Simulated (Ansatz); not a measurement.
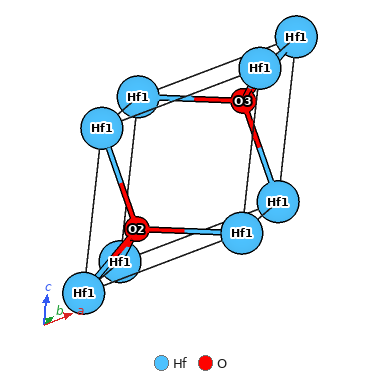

Four computed energy maps of cells of HfO₂. The picture above is the structure of the first map.

Map 1

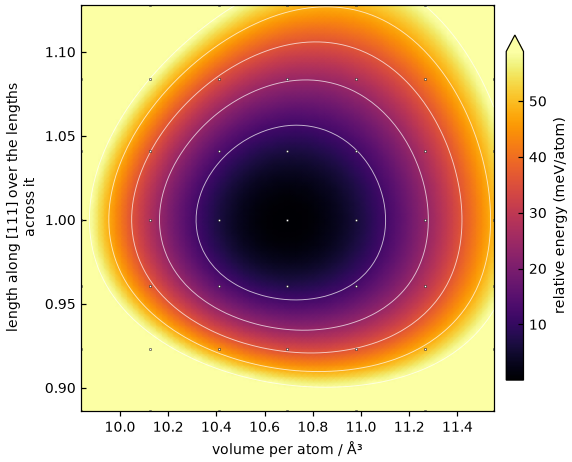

HfO₂ (Fm-3m, No. 225; 3 atoms in the cell). The energy is mapped over volume and the cell's shape. Coordinates scanned: (1) volume per atom; (2) length along [111] over the lengths across it, relative to the cubic cell. Nothing is relaxed (fractional coordinates fixed). Grid: 7 × 7 points. Points are written as (first, second). Energies: meV/atom, counted from the lowest grid point. Level of theory: DFT PBEsol, scalar-relativistic, plane waves, PAW in Ansatz. Settings: cutoff 520 eV, k-mesh 8×8×8, gaussian smearing 0.05 eV, no spin polarisation.

The picture shows a smooth colour map with a few white contour lines, dots at the grid points, one colour for all values above the top of the scale. Between grid points the surface is interpolated.

Map 2

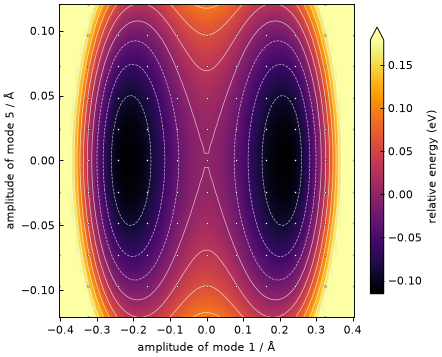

HfO₂ (Fm-3m, No. 225; 6 atoms in the cell). The energy is mapped over two normal modes frozen in (zone-centre modes of the 6-atom cell of this scan, which folds in the wave vector (0, 1/2, 1/2) of the primitive cell). The first coordinate is: amplitude of mode 1 (219i cm⁻¹), largest displacement; the second: amplitude of mode 5 (97 cm⁻¹), largest displacement. Nothing is relaxed (the cell and all other modes fixed). The grid has 11 × 11 points; 36 points were computed and 85 follow by symmetry. Points are written as (first, second). Energies: eV per cell, counted from the relaxed high-symmetry cell. The calculation used Ansatz 0.2.0, DFT PBEsol, scalar-relativistic, plane waves, PAW. Settings: cutoff 520 eV, k-mesh 6×6×6, gaussian smearing 0.05 eV, no spin polarisation.

The picture shows a smooth colour map with a few white contour lines, dots at the grid points, one colour for all values above the top of the scale. Between grid points the surface is interpolated.

Map 3

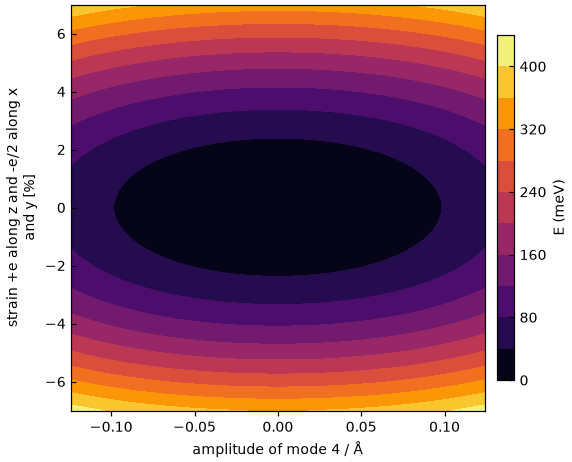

HfO2 (Fm-3m, No. 225; 3 atoms in the cell). 
- The energy is mapped over a normal mode and a strain (zone-centre modes of the 3-atom cell of this scan) (x, y and z along the cube axes).
- Coordinates scanned: (1) amplitude of mode 4 (238 cm⁻¹), largest displacement in the unstrained cell; (2) strain +e along z and -e/2 along x and y.
- Nothing is relaxed (the pattern is fixed in fractional coordinates).
- Grid: 7 × 7 points; 28 points were computed and 21 follow by symmetry.
- Points are written as (first, second).
- Energies are in meV per cell, from the lowest grid point.
- Theory: DFT PBEsol, scalar-relativistic, plane waves, PAW in Ansatz. Settings: cutoff 520 eV, k-mesh 8×8×8, gaussian smearing 0.05 eV, no spin polarisation.

In the figure: filled contours. Between grid points the surface is interpolated.

Map 4

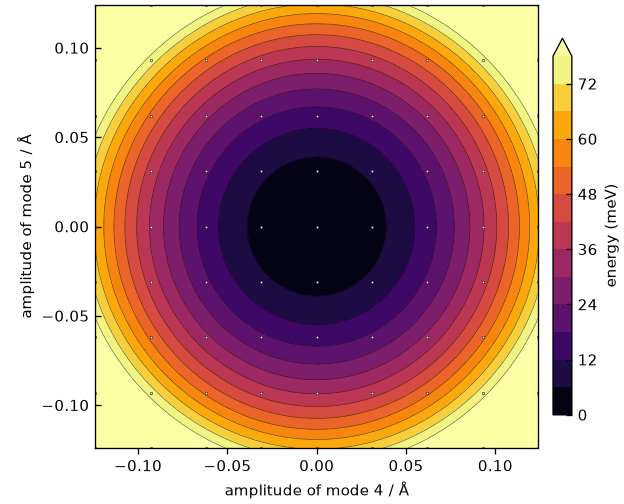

HfO₂ (Fm-3m, No. 225; 3 atoms in the cell). 
- The energy is mapped over two normal modes frozen in (zone-centre modes of the 3-atom cell of this scan).
- Coordinates scanned: (1) amplitude of mode 4 (238 cm⁻¹), largest displacement; (2) amplitude of mode 5 (238 cm⁻¹), largest displacement.
- Nothing is relaxed (the cell and all other modes fixed).
- The scan uses a 9 × 9 grid; 15 points were computed and 66 follow by symmetry.
- Points are written as (first, second).
- Energies: meV per cell, counted from the lowest grid point.
- The calculation used DFT PBEsol, scalar-relativistic, plane waves, PAW in Ansatz 0.2.0. Settings: cutoff 520 eV, k-mesh 8×8×8, gaussian smearing 0.05 eV, no spin polarisation.

Drawn: filled contours, dots at the grid points, one colour for all values above the top of the scale. Between grid points the surface is interpolated.

> What does each map show?

Map 1: The lowest grid point is at (10.695 Å³, 1.000). No other kind of well shows on this grid. The highest grid point, (9.839 Å³, 0.886), lies 183 meV/atom above the lowest. Round the minimum the two coordinates are nearly uncoupled. The gap on the k-mesh is 3.7 eV at the lowest point and runs from 3.5 to 4.0 eV over the map.
Map 2: The lowest grid point is at (−0.242 Å, 0.000 Å), −0.106 eV from the relaxed high-symmetry cell; the map holds 2 wells of about this depth. The bottom of the well lies between grid points, at about (−0.212 Å, 0.000 Å), about 0.0094 eV lower on the interpolated surface. The reference structure, at (0.000 Å, 0.000 Å), is a saddle of this map. It is the only kind of minimum in the scanned range. Relaxing all atoms from the lowest point lowers the energy by a further 0.008 eV. The highest grid point, (−0.404 Å, −0.121 Å), lies 0.717 eV above the lowest. On the interpolated surface the easiest way out of the lowest well to a well of about the same depth near (0.242 Å, 0.000 Å) passes a barrier of about 0.12 eV, counted from the interpolated bottom of the well. The reference (Fm-3m) is not the lowest structure on this map: a distortion lowers the energy (space group P4_2/nmc at the lowest grid point). The gap on the k-mesh is 4.4 eV at the lowest point and runs from 3.7 to 4.5 eV over the map.
Map 3: The lowest grid point is at (0.000 Å, 0.00 %). It is the only kind of minimum in the scanned range. The highest grid point, (−0.124 Å, −7.00 %), lies 419 meV above the lowest. The gap on the k-mesh is 3.7 eV at the lowest point and runs from 2.3 to 3.7 eV over the map.
Map 4: The lowest grid point is at (0.000 Å, 0.000 Å). No other kind of well shows on this grid. The highest grid point, (−0.124 Å, −0.124 Å), lies 144 meV above the lowest. The gap on the k-mesh is 3.7 eV at the lowest point and runs from 3.7 to 3.7 eV over the map.

> Maps 1, 2, 3, 4 start from a relaxed reference structure. Do they show a way to lower its energy?

Yes. In map 2 the point (−0.242 Å, 0.000 Å) lies 0.106 eV below the reference. Elsewhere the reference is the lowest point.

PAW datasets: the set soft_1.
